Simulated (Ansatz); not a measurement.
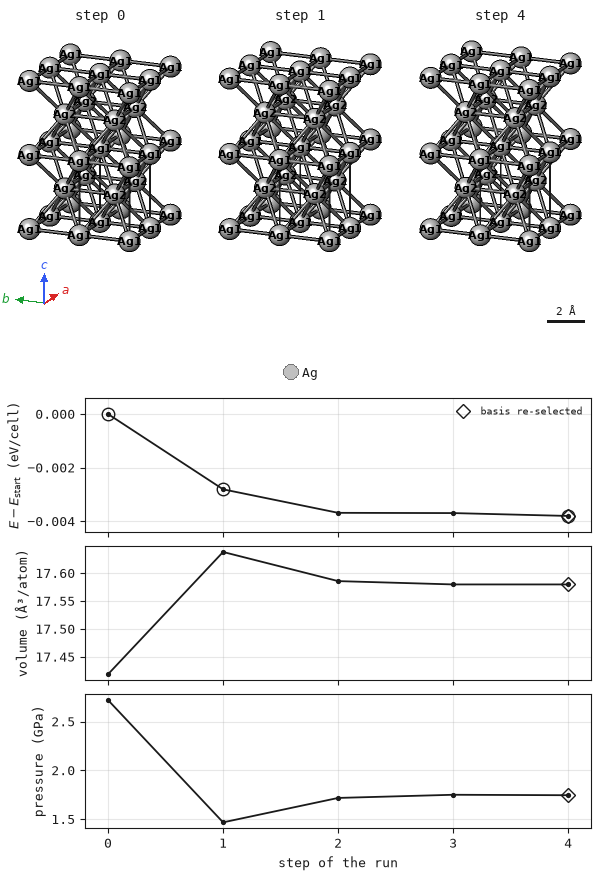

Frames of a relaxation of a crystal of Ag (set up in Immm), marked on the history of the run. A ball-and-stick model of the cell of the calculation, repeated 2 × 2 × 2 with one cell outlined, seen from a free direction.

Case: uniaxial strain along a of -4.5 %; b, c and atoms relaxed.

Level of theory: DFT PBE, scalar-relativistic, plane waves, PAW (Ansatz). Settings: plane-wave cutoff 420 eV; k-point mesh 18 × 18 × 12; occupations gaussian; smearing width 0.1 eV; no spin polarisation; cell relaxed at fixed a, angles; force threshold 0.008 eV/Å; at most 40 steps.

Q: What happens along the run?

A: The energy falls by 3.8 meV per cell of the calculation in 3 accepted moves (4 points after the start). All forces vanish by symmetry, so only the cell relaxes. Pressure: 2.72 GPa at the start and 1.75 GPa at the end. The SCF was repeated once at an unchanged geometry on a basis and grid sized afresh for the cell, which shifted the energy by 0.1 meV per cell of the calculation at most. No atom moves by more than 0.005 Å relative to the cell. The drawn cell changes as follows: a unchanged at 2.801 Å, b 2.966 → 2.929 Å (−1.2 %), c 4.194 → 4.285 Å (+2.2 %); the volume changes by +0.9 %. Near-neighbour distances that change, for instance: Ag1–Ag1 2.966 → 2.929 Å, Ag1–Ag2 2.925 → 2.949 Å. The space group stays Immm (No. 71). The run took 72 s on 1 thread of Intel(R) Xeon(R) 6975P-C (Granite Rapids), with other jobs on the host, peak memory 0.72 GiB. From step 0 to 1: volume +1.3 %, energy −2.8 meV per cell of the calculation. From step 1 to 4: volume −0.3 %, energy −1.0 meV per cell of the calculation.
